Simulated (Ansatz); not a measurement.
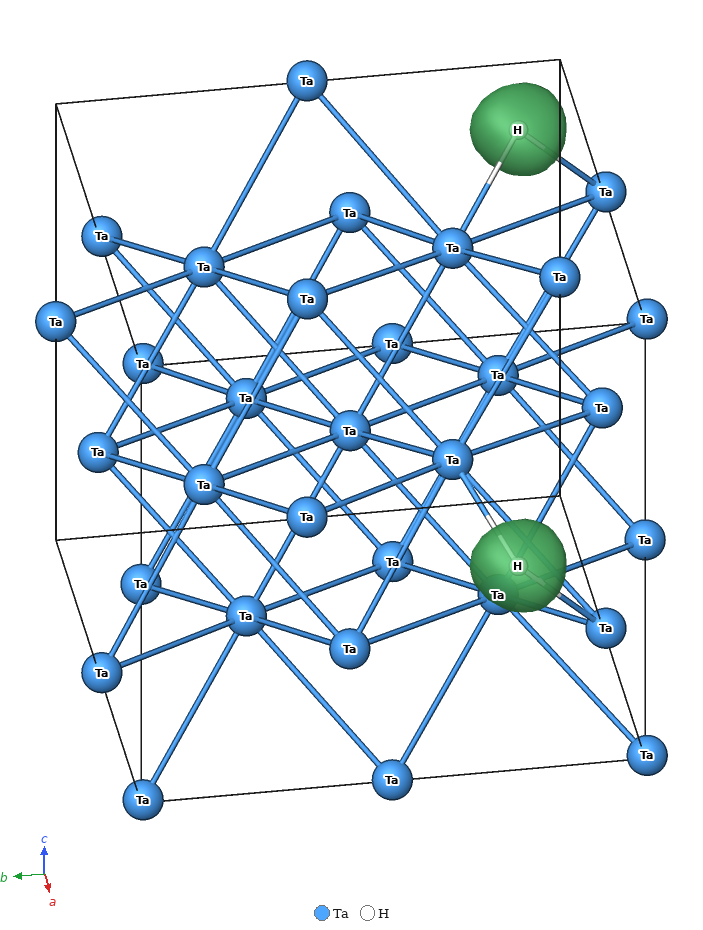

The picture shows: Ta₁₆H (cell with a defect). Isosurface of the ELF at 0.65 (green), seen at an oblique angle. Only the valence region is drawn (cores and ρ < 0.01 e/Å³ removed). Sticks mark near contacts.

Computed without spin polarisation.

These are results of DFT PBE, scalar-relativistic, plane waves, PAW (Ansatz 0.2.0), not measurements.

In a PAW calculation such maps are meaningful between the atoms, not at the nuclei.

> Describe the localisation domains.

The surface consists of one region around a hydrogen nucleus, counted in one cell of 17 atoms. Regions shared between cells count once. Profiles from the grid: Ta–H (1.92 Å): the ELF climbs to about 1 towards the hydrogen. Ta–Ta (2.83 Å): the ELF is about 0.30 at the midpoint; no localised pair shows between them.
